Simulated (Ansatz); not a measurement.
A periodic structure is given below.

```xyz
16
Lattice="6.5964 0.0000 0.0000 0.0000 3.9970 0.0000 0.0000 0.0000 13.5459" Properties=species:S:1:pos:R:3 pbc="T T T"
Ge    6.1814    0.0000    7.7768
Ge    6.1814    1.9985    4.6153
Ge    6.1814    0.0000    1.1538
Ge    6.1814    1.9985   11.2383
Ge    2.8832    1.9985    8.9306
Ge    2.8832    0.0000    5.7691
Ge    2.8832    1.9985    2.3077
Ge    2.8832    0.0000   12.3921
Ge    3.7132    0.0000    7.7768
Ge    3.7132    1.9985    4.6153
Ge    3.7132    0.0000    1.1538
Ge    3.7132    1.9985   11.2383
Ge    0.4150    1.9985    8.9306
Ge    0.4150    0.0000    5.7691
Ge    0.4150    1.9985    2.3077
Ge    0.4150    0.0000   12.3921
```

Q: Characterise the structure given above.

A: The element is germanium. It is primitive orthorhombic, space group Pmma (No. 51). The cell holds 16 atoms. The coordination shell of Ge holds four Ge in a distorted tetrahedral arrangement at 2.17 to 2.47 Å. The bonds build a three-dimensional framework.

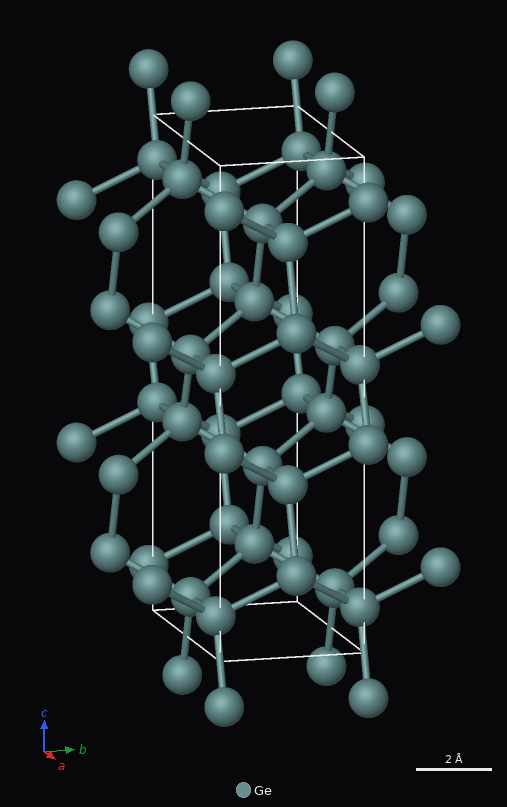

Crystal structure, ball-and-stick style, seen slightly off an axis. The box is the conventional unit cell; atoms on or close to its faces, edges and corners are drawn wherever they repeat. Bonded atoms from the next cells complete the picture. Colours: germanium teal.

It goes back to a structure listed in the Materials Project. The cell was then strained or its atoms displaced on purpose. An electronic-structure calculation with Ansatz was run on it.

At this level of theory the run's own cell isn't at rest (forces up to 3.4 eV/Å), so its distances can differ from those at equilibrium, the more so the softer the solid.
